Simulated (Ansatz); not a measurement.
# SnO2: what the fields show

```
Sn O
1.0
    10.74662    0.00000    0.00000
     0.00000   10.74662    0.00000
     0.00000    0.00000    3.23247
Sn O
8 16
Direct
  0.83107 0.35108 0.00000
  0.33107 0.85108 0.50000
  0.14892 0.33107 0.50000
  0.64892 0.83107 0.00000
  0.35108 0.16893 0.00000
  0.85108 0.66893 0.50000
  0.16893 0.64892 0.00000
  0.66893 0.14892 0.50000
  0.15493 0.20560 0.00000
  0.65493 0.70560 0.50000
  0.20560 0.84507 0.00000
  0.70560 0.34507 0.50000
  0.34507 0.29440 0.50000
  0.84507 0.79440 0.00000
  0.79440 0.15493 0.00000
  0.29440 0.65493 0.50000
  0.54296 0.16104 0.00000
  0.04296 0.66104 0.50000
  0.33896 0.04296 0.50000
  0.83896 0.54296 0.00000
  0.16104 0.45704 0.00000
  0.66104 0.95704 0.50000
  0.45704 0.83896 0.00000
  0.95704 0.33896 0.50000
```

Space group I4/m; a structure from a database of computed crystals, not necessarily the ambient phase; not relaxed (largest force 0.9 eV/Å); computed pressure about −8 GPa in this cell.

All numbers below come from Kohn-Sham DFT of a periodic cell, LDA, Ansatz PAW (Ansatz).

The density is the valence pseudo-density of a PAW calculation; it isn't the true density close to the nuclei.

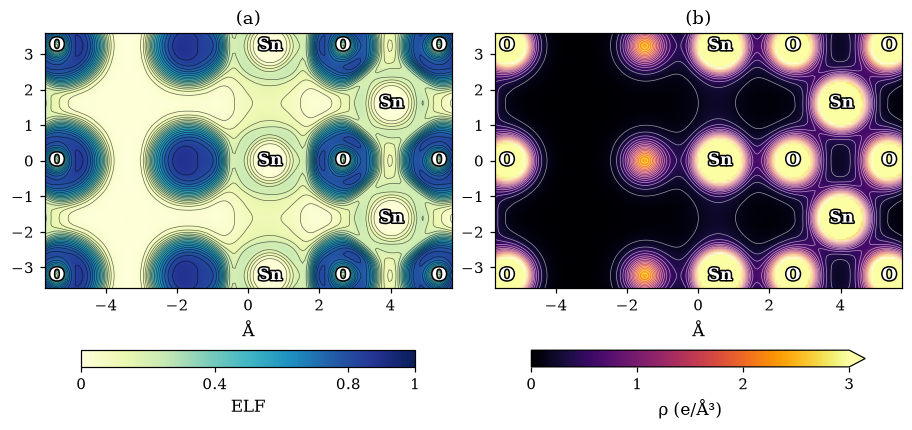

Figure 1. (a) ELF; (b) valence electron density on the (100) plane of the conventional cell.

What do the fields say about this system?

- The plane passes through Sn and O nuclei.
- Atoms just off the plane (O, 0.5 Å away) can leave unmarked features too.
- Sn–O (2.06 Å): ρ at the midpoint is about 0.67 e/Å³; the ELF peaks at about 0.80 in the valence shell of O, 0.6 Å from its nucleus, and is about 0.25 at the midpoint (no shared electron pair shows on this line).
- Sn–O (2.11 Å): ρ at the midpoint is about 0.63 e/Å³; the ELF peaks at about 0.80 in the valence shell of O, 0.6 Å from its nucleus, and is about 0.25 at the midpoint (no shared electron pair shows on this line).
- Between the atoms the lowest density in this plane is 0.006 e/Å³.
- The ELF also peaks beside O, away from the bonds: lone-pair regions.

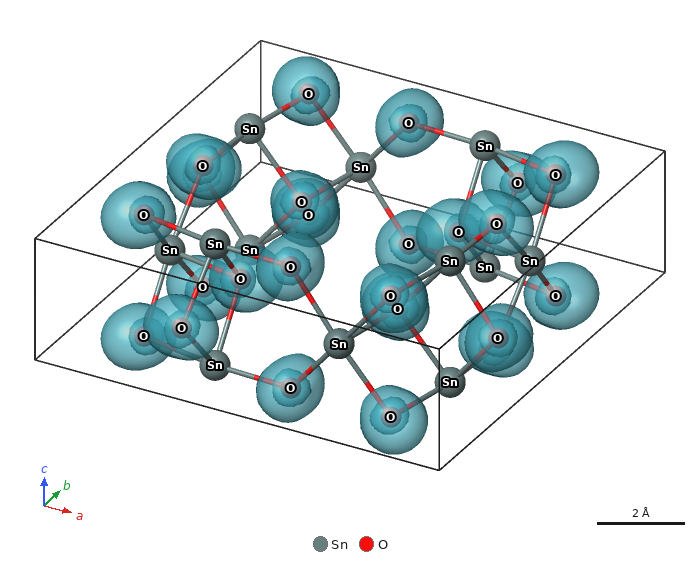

Figure 2. Isosurface of the ELF at 0.75 (cyan), seen at an oblique angle. Only the valence region is drawn (cores and ρ < 0.01 e/Å³ removed). Sticks mark near contacts.

What do the ELF domains correspond to?

At this value the surface marks out 16 regions wrapped around O (the valence shell of each), counted in one cell of 24 atoms. Any copies at cell faces, edges or corners count once.

Does the calculation make it a metal, or give it a gap?

It is gapped, with a Kohn–Sham gap of 1.6 eV on the k-point mesh (the band edges may lie off the mesh, which would make the gap smaller).
